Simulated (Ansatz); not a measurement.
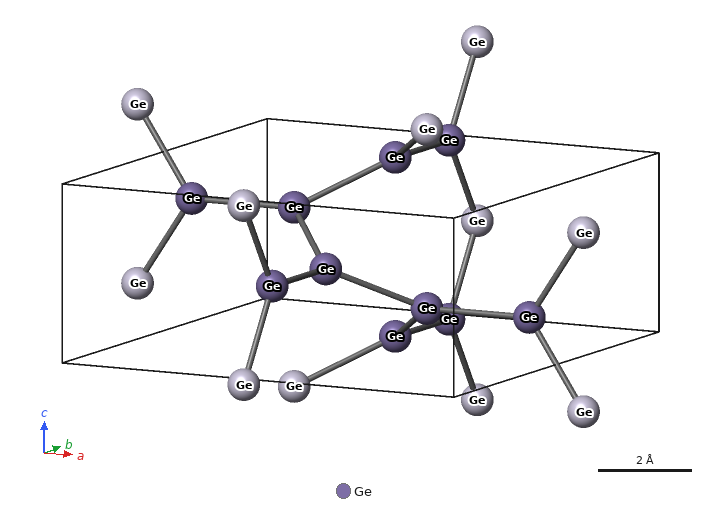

Drawn in the ball-and-stick manner and seen from a general direction. The edges of the conventional unit cell are marked. Periodic images bonded to atoms of the box are shown as well, in fainter colours.

Ge, space group P4_322 (No. 95), a = 9.53 Å, b = 9.53 Å, c = 3.91 Å, α = 90.00°, β = 90.00°, γ = 90.00°.

Method used: DFT PBE, scalar-relativistic, plane waves, PAW (Ansatz 0.2.0). It ran with an energy cutoff of 420 eV, k-point mesh 4×4×10, Gaussian smearing of 0.1 eV, no spin polarisation.

### Is the electronic structure metallic or gapped?

A metal: bands cross the Fermi level.

### What is the computed pressure?

The computed pressure is 0.0 GPa, close to zero.

Origin of the cell: a structure type filled with this element by a generator (whether the element takes this form wasn't checked). Earlier steps of the study may have refined or changed the cell and positions. It was run through Ansatz as a DFT input.
